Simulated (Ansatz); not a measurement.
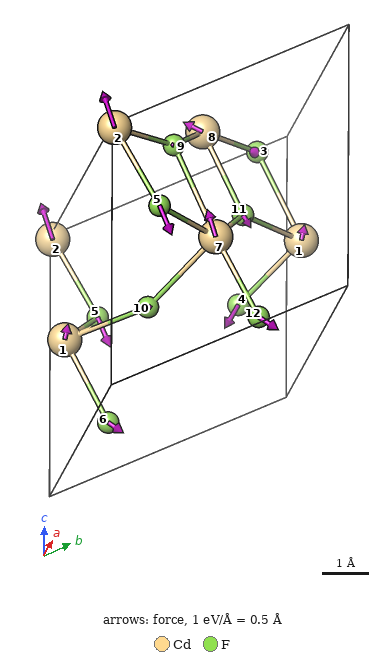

Starting geometry of a crystal of CdF$_{2}$ (built on the anatase type) with the computed forces as purple arrows. A ball-and-stick model of the cell of the calculation, reduced to other axes, seen from a free direction. Lengths and directions refer to the drawn axes.

Case: shaken.

Computed with DFT, PBEsol, plane waves, PAW in Ansatz.

The input:
```yaml
crystal:
  lattice:
    - [-2.1812335642, 2.1072026586, 5.4961498294]
    - [2.1416394692, -2.1783777452, 5.5083788043]
    - [4.3529825663, 4.3472709282, -11.0474213191]
  atoms:
    - { symbol: Cd, position: [0.7631147265, 0.2496631805, 0.253271613] }
    - { symbol: Cd, position: [0.0078619857, 0.0092548464, -0.00041041] }
    - { symbol: F, position: [0.5321938144, 0.0568570789, 0.2476838055] }
    - { symbol: F, position: [0.7982431153, 0.8087149681, 0.0165266492] }
    - { symbol: F, position: [0.1865912643, 0.2003142473, -0.0014227794] }
    - { symbol: F, position: [0.9659868823, 0.4357323234, 0.2538921784] }
    - { symbol: Cd, position: [0.7662833377, 0.2562675839, 0.7520040722] }
    - { symbol: Cd, position: [-0.0065084191, 0.0103569721, 0.4964567617] }
    - { symbol: F, position: [0.5464892862, 0.0874554047, 0.765200417] }
    - { symbol: F, position: [0.8215247858, 0.7880374075, 0.5057855712] }
    - { symbol: F, position: [0.209151954, 0.1837560272, 0.4990291229] }
    - { symbol: F, position: [0.9592208807, 0.4385278464, 0.7514568879] }
kpoints:
  mp_grid: { grid: [4, 4, 4] }
hamiltonian:
  xc: pbesol
scf:
  occupations: { method: fermi_dirac, width: 0.05 }
relax:
  f_tol: 0.01
  cell: {}
  max_steps: 120
```

### Is this structure relaxed? If not, where do the atoms go?

It isn't relaxed: the largest force vector, on Cd2, is 2.03 eV/Å. The final displacements follow the starting forces only in part (cosine between the two patterns 0.75). After 4 accepted moves (6 points after the start) the energy has fallen by 0.525 eV per cell of the calculation. The largest force component goes from 1.9 to 0.00098 eV/Å. The pressure goes from 3.22 to 0.01 GPa. The SCF was repeated twice at an unchanged geometry on a basis and grid sized afresh for the cell, which shifted the energy by 13.3 meV per cell of the calculation at most. F4 moves most relative to the cell: 0.15 Å roughly along [−2 0 −3]. By element the largest moves are F 0.15 Å, Cd 0.11 Å. The volume changes by +1.9 %, with a 6.074 → 6.097 Å (+0.4 %), b 6.087 → 6.100 Å (+0.2 %), c 6.277 → 6.352 Å (+1.2 %), α 61.2° → 61.3°, β 89.0° → 89.7°, γ 89.5° → 90.0°. Near-neighbour distances that change, for instance: Cd2–F5 2.046 → 2.254 Å, Cd2–F4 2.447 → 2.254 Å, Cd7–F12 2.071 → 2.254 Å, Cd8–F11 2.116 → 2.254 Å. Among the angles between lasting bonds that change: F4–Cd7–F9 93.1° → 103.2°, Cd1–F4–Cd7 162.1° → 152.2°, F5–Cd7–F11 143.4° → 152.2°. The space group (tolerance 0.01 Å) goes from P1 (No. 1) to C2/c (No. 15).
